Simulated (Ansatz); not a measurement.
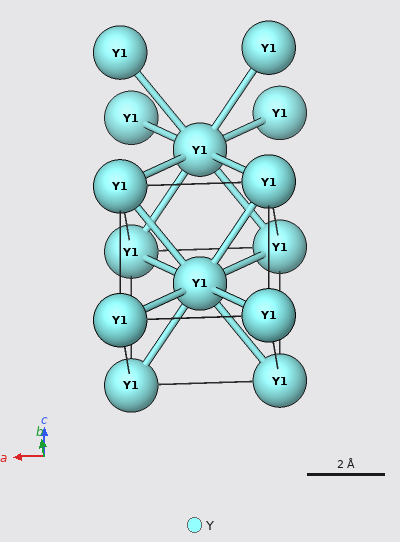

**Figure 1.** The structure (ball-and-stick view of the cell 2 times as large as that of the calculation, set on its symmetry axes, repeated 1 × 1 × 2, seen at an oblique angle; atoms are numbered from 1 in the order of the input). Near neighbours in the crystal (not all of them lie inside the picture): Y has 8 Y at 3.38 Å.

## Two runs on Y

System: Y (Im-3m, 1 atom in the cell).
Method of the first run: DFT, m-r2SCAN, plane waves (500 eV) with PAW, scalar-relativistic, spin-polarised (Ansatz 0.2.0).

Text and figures count atoms from 1; the logs count them from 0 in places.

Input, the first run:
```yaml
crystal:
  lattice:
    - [-1.9540208004, 1.9540208004, 1.9540208004]
    - [1.9540208004, -1.9540208004, 1.9540208004]
    - [1.9540208004, 1.9540208004, -1.9540208004]
  atoms:
    - { symbol: "Y", position: [0.0, 0.0, 0.0], spin: 0.329 }
hamiltonian:
  xc: mr2scan
  pseudopotentials:
    kind: paw
    azcp:
      "Y": "pseudopotentials/Y.paw.azcp"
basis:
  ecutwfc: 500
  fft_grid_basis: typed
kpoints:
  mp_grid: { grid: [18, 18, 18], shift: [0, 0, 0] }
magnetization:
  spin_polarized: true
scf:
  occupations: { method: fermi_dirac, width: 0.05 }
output:
  stress: true
```

Hardware: 2 threads of an x86-64 CPU, shared host.

Output, shortened to warnings, some set-up lines, iterations and results (the first run):
```
Basis set: ecut = 500 eV, 767 PW (Γ), exchange–correlation on 100×100×100 points (64 copies of the dense FFT grid, shifted against one another)
Symmetry: 48 space group operations
k-points: 195 of 5832
Initial density: superposition of atomic densities (chi_scale 0.1, normalization cell)
[...]
SCF iter   1: F=—  HF=-3859.471692 eV  |F-HF|=—  |Δ(HF+E_count)|=         —  Δρ=1.14e-2 (↑1.14e-2 ↓8.14e-3)  dr2=1.49e-1  dr2_τ=7.56e-4  dr2_m=2.03e-3  M=0.314 μB ∫|m|=0.314 …
SCF iter   2: F=—  HF=-3859.554009 eV  |F-HF|=—  |Δ(HF+E_count)|=         —  Δρ=8.05e-3 (↑8.05e-3 ↓7.37e-3)  dr2=9.31e-2  dr2_τ=1.30e-4  dr2_m=1.11e-4  M=0.337 μB ∫|m|=0.337 …
SCF iter   3: F=—  HF=-3859.553973 eV  |F-HF|=—  |Δ(HF+E_count)|=   3.64e-5  Δρ=6.16e-3 (↑6.10e-3 ↓6.16e-3)  dr2=5.89e-2  dr2_τ=1.02e-4  dr2_m=1.40e-4  M=0.379 μB ∫|m|=0.379 …
SCF iter   4: F=—  HF=-3859.560383 eV  |F-HF|=—  |Δ(HF+E_count)|=   6.41e-3  Δρ=1.69e-3 (↑1.21e-3 ↓1.69e-3)  dr2=1.41e-3  dr2_τ=2.79e-5  dr2_m=5.62e-5  M=0.545 μB ∫|m|=0.545 …
SCF iter   5: F=—  HF=-3859.558749 eV  |F-HF|=—  |Δ(HF+E_count)|=   1.63e-3  Δρ=9.52e-4 (↑9.52e-4 ↓8.75e-4)  dr2=6.40e-4  dr2_τ=6.88e-6  dr2_m=3.70e-6  M=0.547 μB ∫|m|=0.547 …
[... 6 lines ...]
SCF iter  12: F=—  HF=-3859.558238 eV  |F-HF|=—  |Δ(HF+E_count)|=   1.26e-6  Δρ=6.84e-6 (↑6.32e-6 ↓6.84e-6)  dr2=1.06e-8  dr2_τ=1.01e-9  dr2_m=3.00e-9  M=0.489 μB ∫|m|=0.489 …
SCF iter  13: F=—  HF=-3859.558238 eV  |F-HF|=—  |Δ(HF+E_count)|=   1.39e-7  Δρ=1.67e-6 (↑1.67e-6 ↓1.60e-6)  dr2=8.20e-10  dr2_τ=2.32e-11  dr2_m=7.60e-11  M=0.487 μB …
SCF iter  14: F=—  HF=-3859.558238 eV  |F-HF|=—  |Δ(HF+E_count)|=   4.41e-8  Δρ=1.51e-6 (↑1.43e-6 ↓1.51e-6)  dr2=1.85e-10  dr2_τ=5.66e-11  dr2_m=3.52e-10  M=0.487 μB …
SCF iter  15: F=-3859.558238 eV  HF=-3859.558238 eV  |F-HF|=3.72e-10  |Δ(HF+E_count)|=   5.98e-9  Δρ=4.29e-7 (↑4.29e-7 ↓3.91e-7)  dr2=3.44e-11  dr2_τ=5.18e-12  dr2_m=1.89e-11 …
SCF 1 converged in 15 iterations: F = -3859.558238 eV  dr2 = 3.44e-11
this state was not tested for a lower state beside it, because the mixer in use, unlike msr1, does not test its closes by its own steps (another_mixer; see scf.mixing.algorithm and scf.lower_state_search)
SCF converged after 15 iterations
Magnetization: 0.4871 μB (5.7435 up, 5.2565 down)
Absolute magnetization: 0.4871 μB (∫|ρ↑−ρ↓|, with the PAW one-centre terms)
Spin contamination: 0.0004 ħ² per cell (⟨S²⟩ above its minimum at these occupations)
Per-site moments (μB) at R_I (Å): [(0.2593081852260229, 1.3960911134524217)]
Free energy (F): -3859.558238 eV
Harris-Foulkes:  -3859.558238 eV  (|F-HF|=3.72e-10)
Internal energy: -3859.543501 eV  (E = F + TS)
E sigma→0 (E₀):  -3859.550869 eV
Entropy (-TS):   -0.014737 eV (-14.737 meV/atom)
Fermi energy:    10.674381 eV
--- Per-component energies (eV) ---
  E_band       = -115.962520
  E_kinetic    = 306.078217
  E_local      = -576.567125  (includes V_loc(G=0)·N_el)
  E_nonlocal   = 50.112015
  E_hartree    = 182.184793
  E_xc         = -168.164569
  E_vxc        = -222.343130  (∫ρ·V_xc dr)
  E_paw        = -2841.776900  (= ΣΔE_a)
  E_vpaw       = -49.764745  (= ΣTr[D̂ρ^β])
  E_aug_tail   = 0.000003  (compensation charges beyond the density's cutoff)
  E_vtau       = 12.152659  (kinetic-family band-sum trace: ∫τ·v_τ [+ j·A + Jᵃ·Aᵃ] dr)
  E_ewald      = -811.255982
  E_core_change = -0.153953  (= ΣΔE_core)
  E_smearing   = -0.014737  (= −TS)
  E_closure    = 0.000000  (closes the sum)
  Σ components = -3859.558238   (vs F -3859.558238, Δ=0.00e0)
--- Stress (GPa, compression-positive) ---
        5.752423       0.000000       0.000000
        0.000000       5.752423      -0.000000
       -0.000000      -0.000000       5.752423
  P = ⅓ Tr σ = 5.7524 GPa (57.524 kbar)
```

For the second run the input was changed thus:
```diff
-    - [-1.9540208004, 1.9540208004, 1.9540208004]
-    - [1.9540208004, -1.9540208004, 1.9540208004]
-    - [1.9540208004, 1.9540208004, -1.9540208004]
+    - [-2.0920699924, 2.0920699924, 2.0920699924]
+    - [2.0920699924, -2.0920699924, 2.0920699924]
+    - [2.0920699924, 2.0920699924, -2.0920699924]
```

What does this change do to the results?

With the same functional and potentials, the second run lies 45.6 meV per atom lower. The net moment of the cell goes from 0.49 to 0.71 μB. The pressure goes from 5.75 to −2.60 GPa. The volume per atom goes from 29.84 to 36.63 Å³. The SCF takes 16 iterations against 15. The plane waves at Γ go from 767 to 959.

Output, shortened to warnings, some set-up lines, iterations and results (the second run):
```
Basis set: ecut = 500 eV, 959 PW (Γ), exchange–correlation on 108×108×108 points (64 copies of the dense FFT grid, shifted against one another)
Symmetry: 48 space group operations
k-points: 195 of 5832
Initial density: superposition of atomic densities (chi_scale 0.1, normalization cell)
[...]
SCF iter   1: F=—  HF=-3859.559812 eV  |F-HF|=—  |Δ(HF+E_count)|=         —  Δρ=1.15e-2 (↑1.15e-2 ↓7.39e-3)  dr2=2.03e-1  dr2_τ=1.01e-3  dr2_m=2.71e-3  M=0.337 μB ∫|m|=0.337 …
SCF iter   2: F=—  HF=-3859.615936 eV  |F-HF|=—  |Δ(HF+E_count)|=         —  Δρ=8.20e-3 (↑8.20e-3 ↓7.35e-3)  dr2=1.40e-1  dr2_τ=2.07e-4  dr2_m=7.34e-4  M=0.434 μB ∫|m|=0.434 …
SCF iter   3: F=—  HF=-3859.609968 eV  |F-HF|=—  |Δ(HF+E_count)|=   5.97e-3  Δρ=6.37e-3 (↑6.35e-3 ↓6.37e-3)  dr2=9.03e-2  dr2_τ=2.45e-4  dr2_m=1.06e-3  M=0.561 μB ∫|m|=0.561 …
SCF iter   4: F=—  HF=-3859.591547 eV  |F-HF|=—  |Δ(HF+E_count)|=   1.84e-2  Δρ=3.21e-3 (↑2.29e-3 ↓3.21e-3)  dr2=2.14e-3  dr2_τ=2.22e-4  dr2_m=1.69e-3  M=0.888 μB ∫|m|=0.888 …
SCF iter   5: F=—  HF=-3859.598009 eV  |F-HF|=—  |Δ(HF+E_count)|=   6.46e-3  Δρ=2.06e-3 (↑1.64e-3 ↓2.06e-3)  dr2=1.46e-3  dr2_τ=7.70e-5  dr2_m=5.94e-4  M=0.831 μB ∫|m|=0.831 …
[... 7 lines ...]
SCF iter  13: F=—  HF=-3859.603840 eV  |F-HF|=—  |Δ(HF+E_count)|=   3.37e-7  Δρ=2.32e-6 (↑2.32e-6 ↓2.11e-6)  dr2=1.84e-9  dr2_τ=1.56e-10  dr2_m=4.79e-10  M=0.706 μB …
SCF iter  14: F=—  HF=-3859.603840 eV  |F-HF|=—  |Δ(HF+E_count)|=   2.04e-8  Δρ=1.38e-6 (↑1.38e-6 ↓1.29e-6)  dr2=5.49e-10  dr2_τ=6.40e-11  dr2_m=2.00e-10  M=0.706 μB …
SCF iter  15: F=—  HF=-3859.603840 eV  |F-HF|=—  |Δ(HF+E_count)|=   2.51e-9  Δρ=6.92e-7 (↑6.87e-7 ↓6.92e-7)  dr2=1.18e-10  dr2_τ=1.58e-11  dr2_m=9.48e-11  M=0.706 μB …
SCF iter  16: F=-3859.603840 eV  HF=-3859.603840 eV  |F-HF|=3.23e-11  |Δ(HF+E_count)|=  7.57e-10  Δρ=1.62e-7 (↑1.45e-7 ↓1.62e-7)  dr2=4.97e-12  dr2_τ=6.04e-13  dr2_m=5.21e-12 …
SCF 1 converged in 16 iterations: F = -3859.603840 eV  dr2 = 4.97e-12
this state was not tested for a lower state beside it, because the mixer in use, unlike msr1, does not test its closes by its own steps (another_mixer; see scf.mixing.algorithm and scf.lower_state_search)
SCF converged after 16 iterations
Magnetization: 0.7057 μB (5.8528 up, 5.1472 down)
Absolute magnetization: 0.7057 μB (∫|ρ↑−ρ↓|, with the PAW one-centre terms)
Spin contamination: 0.0008 ħ² per cell (⟨S²⟩ above its minimum at these occupations)
Per-site moments (μB) at R_I (Å): [(0.3619895446675305, 1.494723251928652)]
Free energy (F): -3859.603840 eV
Harris-Foulkes:  -3859.603840 eV  (|F-HF|=3.23e-11)
Internal energy: -3859.591167 eV  (E = F + TS)
E sigma→0 (E₀):  -3859.597503 eV
Entropy (-TS):   -0.012674 eV (-12.674 meV/atom)
Fermi energy:    8.292015 eV
--- Per-component energies (eV) ---
  E_band       = -145.712204
  E_kinetic    = 301.921076
  E_local      = -650.262223  (includes V_loc(G=0)·N_el)
  E_nonlocal   = 49.488691
  E_hartree    = 205.297402
  E_xc         = -166.644223
  E_vxc        = -220.043912  (∫ρ·V_xc dr)
  E_paw        = -2841.514218  (= ΣΔE_a)
  E_vpaw       = -49.429203  (= ΣTr[D̂ρ^β])
  E_aug_tail   = 0.000003  (compensation charges beyond the density's cutoff)
  E_vtau       = 12.018591  (kinetic-family band-sum trace: ∫τ·v_τ [+ j·A + Jᵃ·Aᵃ] dr)
  E_ewald      = -757.723723
  E_core_change = -0.153953  (= ΣΔE_core)
  E_smearing   = -0.012674  (= −TS)
  E_closure    = 0.000000  (closes the sum)
  Σ components = -3859.603840   (vs F -3859.603840, Δ=0.00e0)
--- Stress (GPa, compression-positive) ---
       -2.596466       0.000000       0.000000
       -0.000000      -2.596466      -0.000000
        0.000000       0.000000      -2.596466
  P = ⅓ Tr σ = -2.5965 GPa (-25.965 kbar)
```

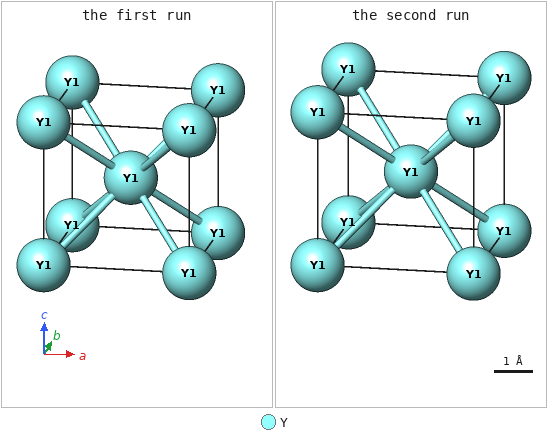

**Figure 2.** The two input geometries at one scale (ball-and-stick view of the cell 2 times as large as that of the calculation, set on its symmetry axes, seen slightly off an axis). No atom moves by more than 0.005 Å relative to the cell. The volume changes by +22.7 %, with a = b = c 3.908 → 4.184 Å (+7.1 %). Among the contacts that change: Y1–Y1 3.384 → 3.624 Å.

The two runs side by side:

```csv
quantity,the first run,the second run
outcome,converged,converged
free energy per atom (eV),−3859.5582,−3859.6038
"energy per atom, smearing taken to zero (eV)",−3859.5509,−3859.5975
net moment of the cell (μB),0.49,0.71
absolute moment of the cell (μB),0.49,0.71
pressure (GPa),5.75,−2.60
volume per atom (Å³),29.84,36.63
SCF iterations,15,16
irreducible k-points,195,195
plane waves at Γ,767,959
wall time (shared host),7.9 s,11 s
```

For both runs: Warnings: the state was not tested for a lower one. For the first run: The cell is under a pressure of 5.8 GPa at this level, so it is not at its equilibrium volume.
